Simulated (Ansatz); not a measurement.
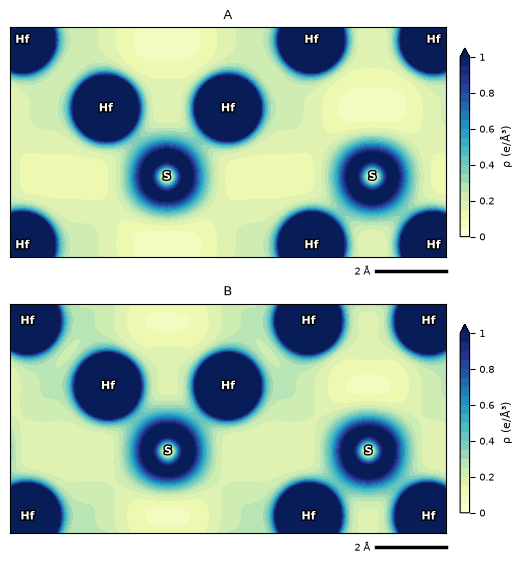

Hf2S. The valence electron density of two cells that differ in size and shape, on the (110) plane of each (indices in the axes of the calculation cell), at one length scale and on one colour scale: A has 19.4 Å³ an atom and B 17.2.

Theory: Ansatz 0.2.0, DFT PBEsol, scalar-relativistic, plane waves, PAW.

The density is the valence pseudo-density of a PAW calculation; it isn't the true density close to the nuclei.

**What does the compression do to the bonding and the properties?**

From the larger cell to the smaller, Hf–Hf goes from 3.08 to 2.96 Å, and the density at its midpoint from 0.21 to 0.24 e/Å³; Hf–S goes from 2.62 to 2.53 Å, and the density at its midpoint from 0.36 to 0.43 e/Å³; the pressure goes from −3.9 to 16 GPa.
